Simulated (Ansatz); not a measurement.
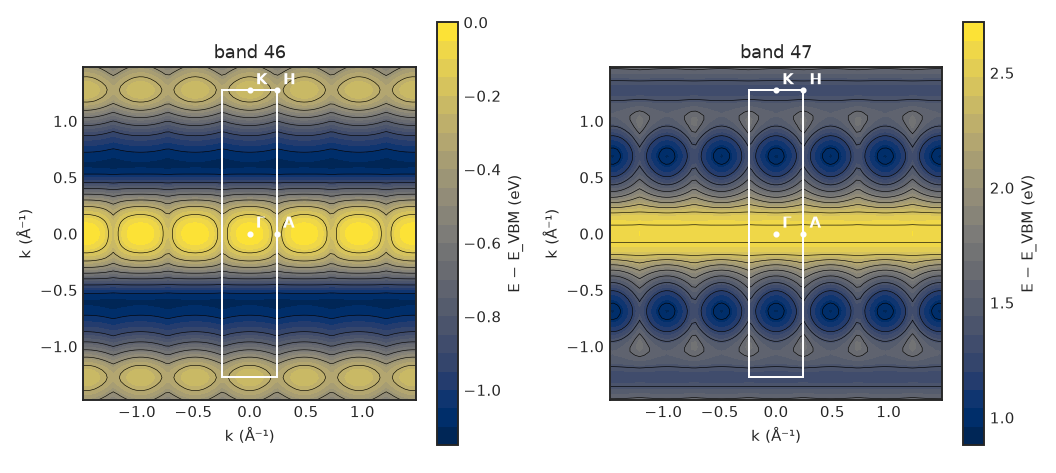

Two bands of WSe₂ (space group P6_3/mmc, No. 194) over the plane through Γ, A and K: the highest mostly filled and the lowest mostly empty one.

Computed with Ansatz, DFT PBE, scalar-relativistic, plane waves, PAW; levels and slopes on a dense k mesh at the converged density. No spin polarisation. k mesh for the levels: 42×42×10. Cell and positions as given, without relaxation (residual pressure 4 GPa).

Q: Give both levels and their distance at the named points.

A:
| point | lower band (eV) | upper band (eV) | distance (eV) |
| --- | --- | --- | --- |
| Γ | 0.00 | 2.64 | 2.64 |
| A | −0.22 | 2.64 | 2.86 |
| K | −0.20 | 1.33 | 1.53 |
| H | −0.34 | 1.33 | 1.67 |

Q: Where are the band edges of the whole zone?

A: The valence band has one maximum at Γ, principal masses 0.76, 0.76 and 1.17 mₑ; the conduction band has six equivalent minima on the K–Γ line, principal masses 0.43, 0.46 and 0.54 mₑ. The gap is indirect, 0.95 eV at this level of theory (semilocal functionals give gaps that are too small, and can reorder valleys that lie close).

Spin-orbit coupling, left out here, can change the gap, its kind, the place of the band edges and the masses, since the compound holds W and Se.
